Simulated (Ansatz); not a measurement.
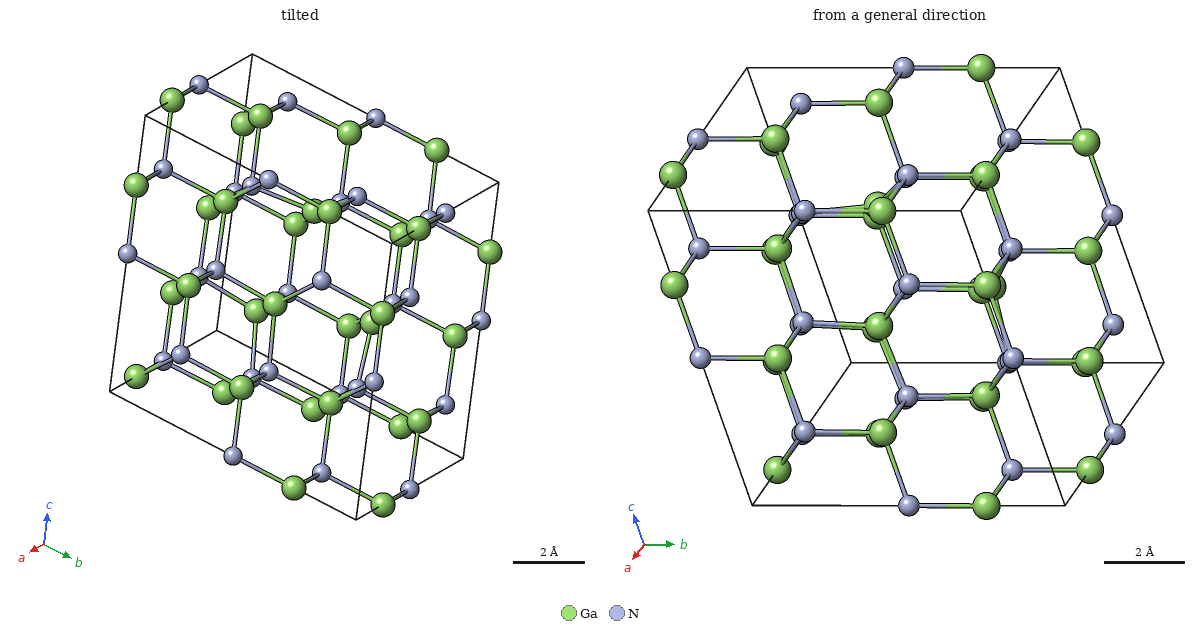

The crystal in a ball-and-stick representation, seen slightly off an axis and from a general direction. The supercell is outlined; an atom on or near a face, edge or corner is repeated at each equivalent position. The host is GaN, in a cell of 32 sites, and the cell carries a charge of +2.

### Identify the point defect.

A nitrogen vacancy. Around the empty site lie four Ga at about 2.2 Å.

Setup: DFT PBE, scalar-relativistic, plane waves, PAW (Ansatz 0.2.0); a basis cut at 420 eV, Brillouin-zone sampling on a 2×2×2 mesh, Gaussian smearing of 0.01 eV, collinear spins.

### Does the defect carry a magnetic moment?

Yes, 1.0 μB in the cell.

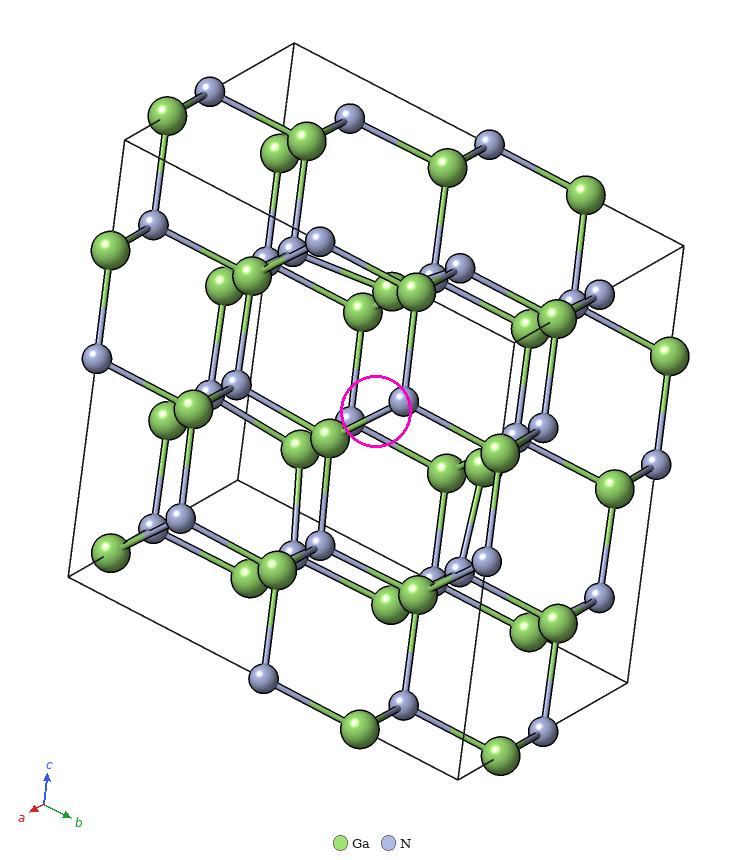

The same cell with a ring at the defect's site.

The atoms were relaxed in the host's cell with DFT PBE, scalar-relativistic, plane waves, PAW (Ansatz 0.2.0).
